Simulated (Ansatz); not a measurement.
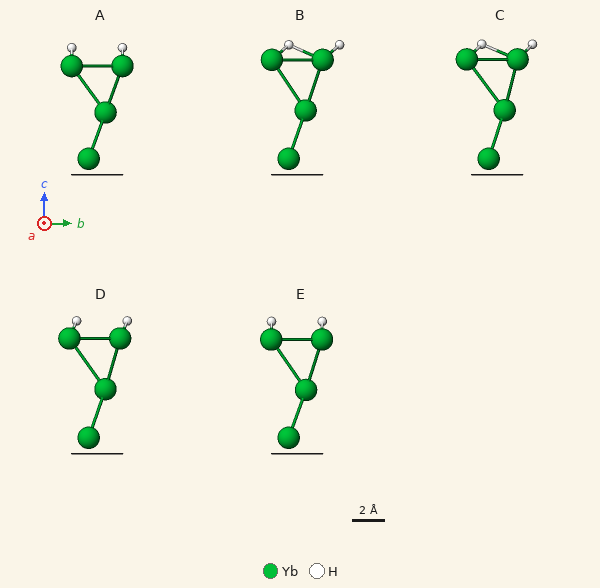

5 geometries from one constrained relaxation of a slab of composition Yb3H (cut from the Fm-3m phase), in shuffled order. A ball-and-stick model of the 2 × 1 repeat of the cell, outlined in the plane, without the vacuum, seen along the a axis.

The slab is the (1 1 1) face of Yb with H on it. 1 atoms are held fixed.

The calculation used DFT PBE, scalar-relativistic, plane waves, PAW (Ansatz). (plane-wave cutoff 420 eV; k-point mesh 9 × 9 × 1; occupations gaussian; smearing width 0.1 eV; no spin polarisation; dipole correction; atoms relaxed in a fixed cell; force threshold 0.03 eV/Å; at most 70 steps)

Q: Order the frames from highest to lowest energy.

A: A, E, D, C, B. They are steps 0, 3, 6, 8, 13, at +0.234 eV per cell of the calculation, +0.185 eV per cell of the calculation, +0.134 eV per cell of the calculation, +17.0 meV per cell of the calculation relative to the last. The largest move is that of the H atom, 1.09 Å at 80° to the normal (+c side). By element the largest moves are H 1.09 Å, Yb 0.40 Å. The lattice vectors keep their values. Among the contacts that change: H–Yb 3.403 → 2.334 Å, Yb–Yb 3.618 → 3.841 Å, H–Yb 2.181 → 2.333 Å, Yb–Yb 3.617 → 3.720 Å. Bond angles that change, for instance: Yb–H–Yb 115.7° → 104.7°. The energy falls by 0.234 eV per cell of the calculation in 12 accepted moves (13 points after the start). Largest force component: 0.39 eV/Å at the start, 0.017 eV/Å at the end. 1 step only repeated the SCF at the same geometry. The forces were under the threshold at step 3, but the run went on from there.

Limits of the set-up: the periodic images lie only 3.7 Å apart, so the values are limited by the cell's size; 4f states are treated without a Hubbard U.
